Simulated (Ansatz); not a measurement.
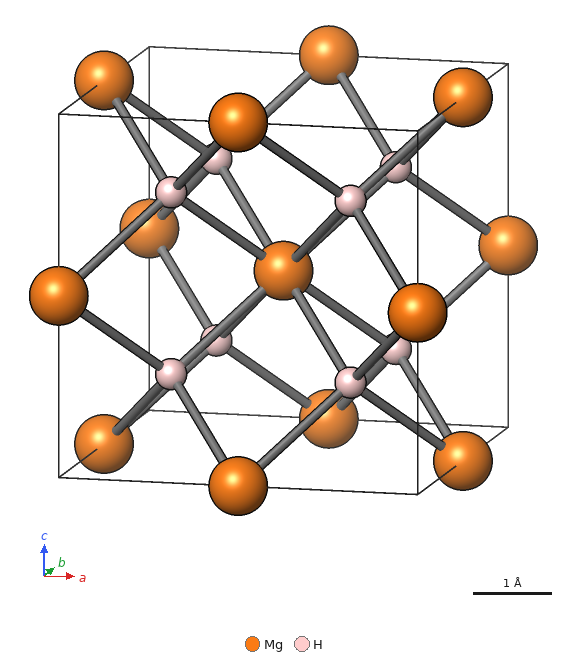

Normal modes of crystalline MgH$_{2}$ (a generated structure), space group Fm-3m (No. 225), at the zone centre. A ball-and-stick model of the conventional cell (4 times the calculation's cell), seen slightly off an axis. Lengths and directions refer to the drawn axes.

Method: DFT PBE, scalar-relativistic, plane waves, PAW in Ansatz 0.2.0.

Input
```yaml
crystal:
  lattice:
    - [-1.6816913569, 1.6825422751, 2.3788718168]
    - [1.6816913569, -1.6825422751, 2.3788718168]
    - [1.6816913569, 1.6825422751, -2.3788718168]
  atoms:
    - { symbol: Mg, position: [0.5, 0.5, 0.0] }
    - { symbol: H, position: [0.2499792157, 0.7499792157, 0.5] }
    - { symbol: H, position: [0.7500207843, 0.2500207843, 0.5] }
basis:
  ecutwfc: 420
kpoints:
  mp_grid: { grid: [20, 20, 20] }
hamiltonian:
  xc: pbe
scf:
  occupations: { method: fermi_dirac, width: 0.15 }
output:
  eigenvalues: true
phonons:
  method: dfpt
  eigenvectors: true
```

Command:
```bash
ansatz run input.yaml --threads 1 --pin off --max-ram 2560MiB --backend cpu --events-out ev --progress --plain --runs-dir out
```

The frequencies depend somewhat on the k-mesh and the smearing.

Q: Which optical modes does it have, at what frequencies, and is it stable there?

A: The calculation's cell holds 3 atoms, so there are 6 optical modes, in 3 levels. No level is unstable.

```csv
level,symmetry,frequency (cm⁻¹),activity
1,doubly degenerate,666,not assigned
2,non-degenerate,667,not assigned
3,T₂g,1120,Raman-active
```

The modes drawn as arrows (one member of each degenerate set):

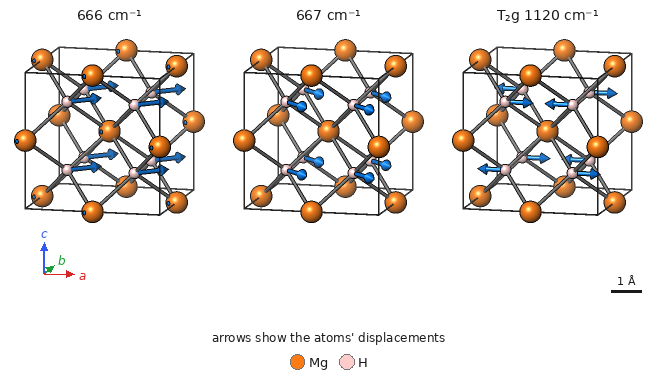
